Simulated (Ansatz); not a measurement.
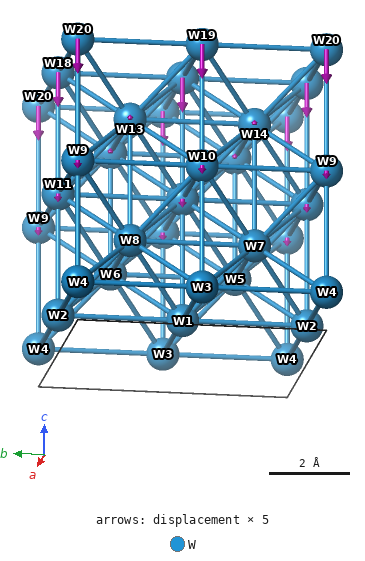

A constrained relaxation of a slab of composition W (cut from the Im-3m phase). The starting structure is drawn; purple arrows show the displacements, magnified 5 times.

A ball-and-stick model of the cell of the calculation, outlined in the plane, without the vacuum (origin shifted), seen from a free direction.

Case: clean slab, lower planes held. The slab is the (1 0 0) face of W. 8 atoms are held fixed.

Method: DFT PBE, scalar-relativistic, plane waves, PAW (Ansatz 0.2.0). Set-up: plane-wave cutoff 420 eV; k-point mesh 3 × 3 × 1; occupations gaussian; smearing width 0.1 eV; no spin polarisation; dipole correction; atoms relaxed in a fixed cell; force threshold 0.03 eV/Å; at most 70 steps.

Q: Describe the change and its energy.

A: The largest moves, 0.18 Å, are those of W atoms. The cell stays as it was. Among the contacts that change: W–W 3.184 → 3.045 Å, W–W 2.757 → 2.643 Å, W–W 3.184 → 3.140 Å, W–W 2.757 → 2.797 Å. After 4 accepted moves (5 points after the start) the energy has fallen by 0.679 eV per cell of the calculation. The largest force component goes from 1.6 to 0.018 eV/Å. 1 step only repeated the SCF at the same geometry.
